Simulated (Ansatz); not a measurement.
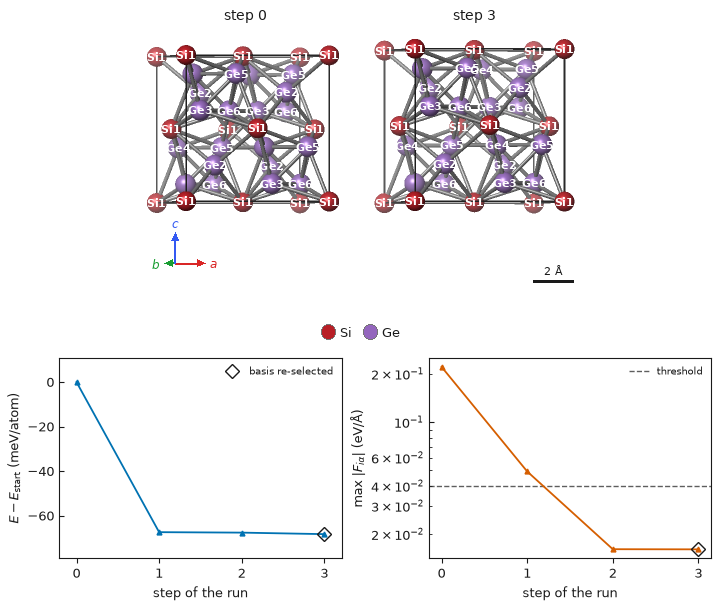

First and last geometry of a relaxation of solid SiGe₅ (a generated structure, set up in F-43m) (coarse preliminary run), with the history of the run. The picture is a ball-and-stick view of the conventional cell (4 times the calculation's cell), seen from a free direction. Lengths and directions refer to the drawn axes.

Computed with DFT PBE, scalar-relativistic, plane waves, PAW (Ansatz 0.2.0).

The input:
```yaml
crystal:
  lattice:
    - [0.0, 3.74271766, 3.74271766]
    - [3.74271766, 0.0, 3.74271766]
    - [3.74271766, 3.74271766, 0.0]
  atoms:
    - { symbol: Si, position: [0.0, 0.0, 0.0] }
    - { symbol: Ge, position: [0.75, 0.75, 0.75] }
    - { symbol: Ge, position: [0.37597366, 0.37597366, 0.87207901] }
    - { symbol: Ge, position: [0.37597366, 0.87207901, 0.37597366] }
    - { symbol: Ge, position: [0.37597366, 0.37597366, 0.37597366] }
    - { symbol: Ge, position: [0.87207901, 0.37597366, 0.37597366] }
basis:
  ecutwfc: 420
kpoints:
  mp_grid: { grid: [4, 4, 4] }
hamiltonian:
  xc: pbe
scf:
  occupations: { method: gaussian, width: 0.1 }
  lower_state_search: "off"
output:
  forces: true
  stress: true
  eigenvalues: true
relax:
  adjacent_minimum: "off"
  f_tol: 0.04
  max_steps: 70
  cell: { stress_tol: 0.4 }
```

Launched with:
```bash
ansatz run input.yaml --threads 1 --pin off --max-ram 2560MiB --backend cpu --events-out ev --progress --plain --runs-dir out
```

### Did the run converge, and what did it change?

It converged. After 2 accepted moves (3 points after the start) the energy has fallen by 68.3 meV per atom. Largest force component: 0.22 eV/Å at the start, 0.016 eV/Å at the end. Pressure: 10.07 GPa at the start and 0.03 GPa at the end. At 1 point the geometry stayed and the basis and grid were re-selected for the new cell (energy shift of 0.7 meV per atom at most each time). The largest moves relative to the cell, 0.014 Å, are those of Ge3, Ge4, Ge5 and Ge6. Ge5 goes along [−1 1 −1]. Si stays in place. Cell: a = b = c 7.485 → 7.811 Å (+4.3 %). Volume +13.6 %. Among the contacts that change: Si1–Ge2 3.241 → 3.382 Å, Ge3–Ge4 2.626 → 2.763 Å, Si1–Ge3 3.106 → 3.238 Å, Ge3–Ge4 (another image) 2.667 → 2.760 Å. The space group stays F-43m (No. 216).

| step | E − E(0), meV/atom | largest force component, eV/Å | pressure, GPa | volume, Å³/atom | note |
| --- | --- | --- | --- | --- | --- |
| 0 | 0.00 | 0.2214 | 10.07 | 17.476 |  |
| 1 | -67.38 | 0.0493 | -0.17 | 19.906 |  |
| 2 | -67.58 | 0.0161 | -0.03 | 19.856 |  |
| 3 | -68.26 | 0.0161 | 0.03 | 19.856 | same geometry, new basis |
